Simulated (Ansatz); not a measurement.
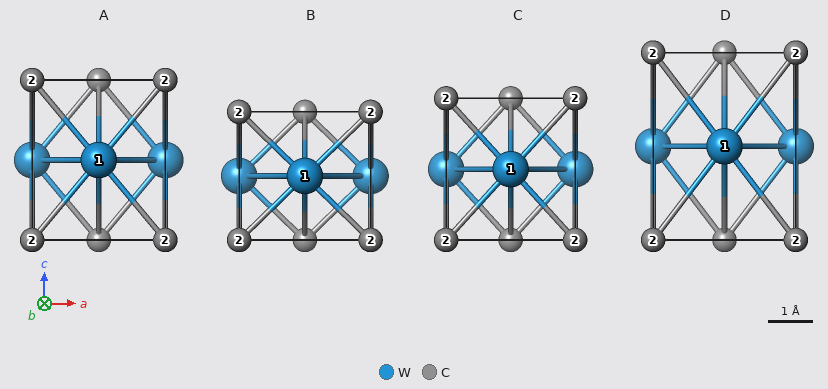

4 geometries from one relaxation of solid WC (a generated structure, set up in Cmmm), in shuffled order. Style: ball-and-stick. Shown: the conventional cell (2 times the calculation's cell), along the b axis. Lengths and directions refer to the drawn axes.

The run lets cell and atoms move.

These are results of Kohn-Sham DFT of a periodic cell, HSEsol, Ansatz PAW (Ansatz 0.2.0), not measurements. (plane-wave cutoff 420 eV; k-point mesh 5 × 5 × 3; occupations fermi-dirac; smearing width 0.05 eV; no spin polarisation; cell and atoms relaxed; force threshold 0.01 eV/Å; at most 40 steps)

> Put them in the order of the run, from the start to the converged end.

D, A, C, B. They are steps 0, 3, 5, 15, at +4.494 eV per cell of the calculation, +1.827 eV per cell of the calculation, +0.583 eV per cell of the calculation relative to the last. No atom moves by more than 0.005 Å relative to the cell. The volume changes by −26.9 %, with a 3.281 → 3.023 Å (−7.9 %), b 4.236 → 4.917 Å (+16.1 %), c 4.309 → 2.946 Å (−31.6 %). Among the contacts that change: W1–W1 4.309 → 2.946 Å, W1–C2 2.708 → 2.111 Å, W1–W1 (another image) 3.281 → 3.023 Å, W1–W1 (another image) 2.679 → 2.886 Å. Bond angles that change, for instance: W1–C2–W1 74.6° → 91.5°, W1–C2–W1 105.4° → 88.5°. The space group stays Cmmm (No. 65). Over 13 accepted moves (15 points after the start) the energy falls by 4.494 eV per cell of the calculation. All forces vanish by symmetry, so only the cell relaxes. The pressure goes from −44.22 to 0.00 GPa. At 2 points the geometry stayed and the basis and grid were re-selected for the new cell (energy shift of 2.1 meV per cell of the calculation at most each time).

Limits of the set-up: the k-point mesh is coarse for a cell with partly filled bands.
